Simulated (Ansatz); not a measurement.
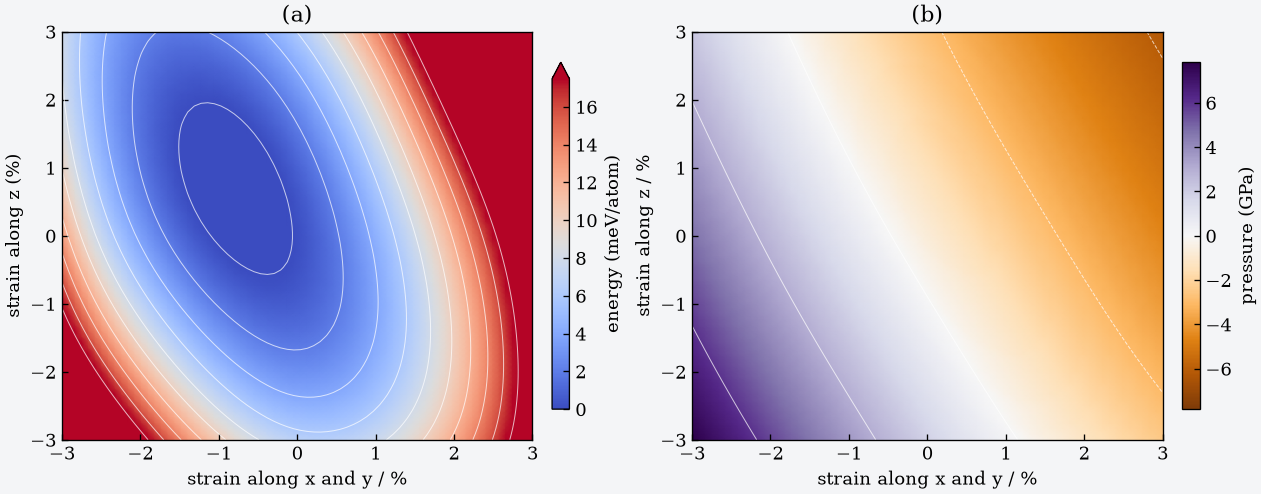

Ge (I4_1/amd, No. 141; 2 atoms in the cell). 
- The cell is strained homogeneously, by one strain along x and y and another along z, with fractional coordinates fixed (x along [1 0 0], z along [0 0 1] of the conventional cell).
- Coordinates scanned: (1) strain along x and y; (2) strain along z.
- The scan uses a 5 × 5 grid.
- Energies are in meV/atom, from the lowest grid point.
- The reference cell is the one listed in the database, not relaxed at this level.
- Theory: Ansatz 0.2.0, DFT PBEsol, scalar-relativistic, plane waves, PAW. Settings: cutoff 420 eV, k-mesh 20×20×20, gaussian smearing 0.15 eV, no spin polarisation.

Panel (a) is the energy; panel (b) is the computed pressure, in GPa.

The picture shows a smooth colour map with a few white contour lines, one colour for all values above the top of the scale. Between grid points the surface is interpolated.

Q: How does the pressure vary over the map, and what is it at the lowest grid point?

A: It runs from −6.2 GPa at strain along x and y = 3.0 %, strain along z = 3.0 % to 7.8 GPa at strain along x and y = −3.0 %, strain along z = −3.0 %. At the lowest grid point, strain along x and y = −1.5 %, strain along z = 1.5 %, it is 0.6 GPa.
